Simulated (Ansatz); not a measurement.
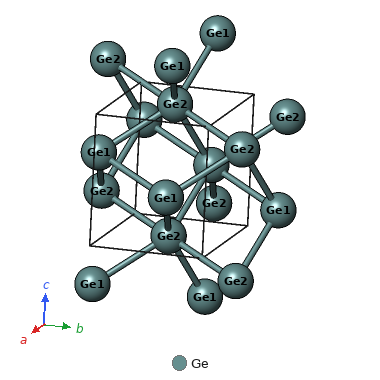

The system is Ge (I4_1/amd, No. 141; 2 atoms in the cell); the picture shows the reference structure. The cell is strained homogeneously, by one strain along x and y and another along z, with fractional coordinates fixed (x along [1 0 0], z along [0 0 1] of the conventional cell). First axis: strain along x and y. Second axis: strain along z. The scan uses a 5 × 5 grid. Points are written as (first, second). Energies: meV/atom, counted from the unstrained cell. The reference cell is the one listed in the database, not relaxed at this level. Level of theory: DFT r2SCAN, scalar-relativistic, plane waves, PAW in Ansatz 0.2.0. Settings: cutoff 500 eV, k-mesh 20×20×20, gaussian smearing 0.15 eV, no spin polarisation.

Its coordinates:

```yaml
crystal:
  lattice:
    - [-2.57449, 2.57449, 1.39741]
    - [2.57449, -2.57449, 1.39741]
    - [2.57449, 2.57449, -1.39741]
  atoms:
    - { symbol: Ge, position: [0.25000, 0.75000, 0.50000] }
    - { symbol: Ge, position: [0.50000, 0.50000, 0.00000] }
```

Range: strain along x and y from −3.0 to 3.0 %; strain along z from −3.0 to 3.0 %.

Q: Predict the map.

A: The lowest grid point is at (0.0 %, 1.5 %), −1.2 meV/atom from the unstrained cell. No other kind of well shows on this grid. The highest grid point, (−3.0 %, −3.0 %), lies 48.9 meV/atom above the lowest.

| strain along z ↓, strain along x and y → | −3.0 | −1.5 | 0.0 | 1.5 | 3.0 |
| --- | --- | --- | --- | --- | --- |
| 3.0 | 10.2 | 0.0 | 0.5 | 10.1 | 27.2 |
| 1.5 | 14.4 | 1.2 | −1.2 | 5.6 | 20.2 |
| 0.0 | 21.7 | 5.3 | 0.0 | 3.8 | 16.0 |
| −1.5 | 32.7 | 13.0 | 4.2 | 5.2 | 15.2 |
| −3.0 | 47.8 | 24.4 | 12.3 | 10.8 | 18.5 |

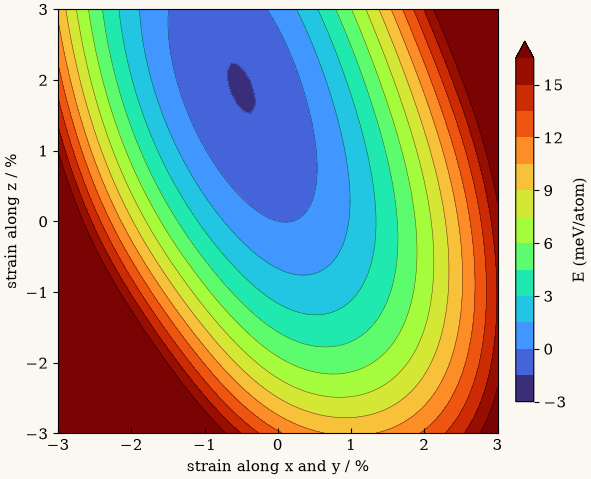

In the figure: filled contours, one colour for all values above the top of the scale. Between grid points the surface is interpolated.
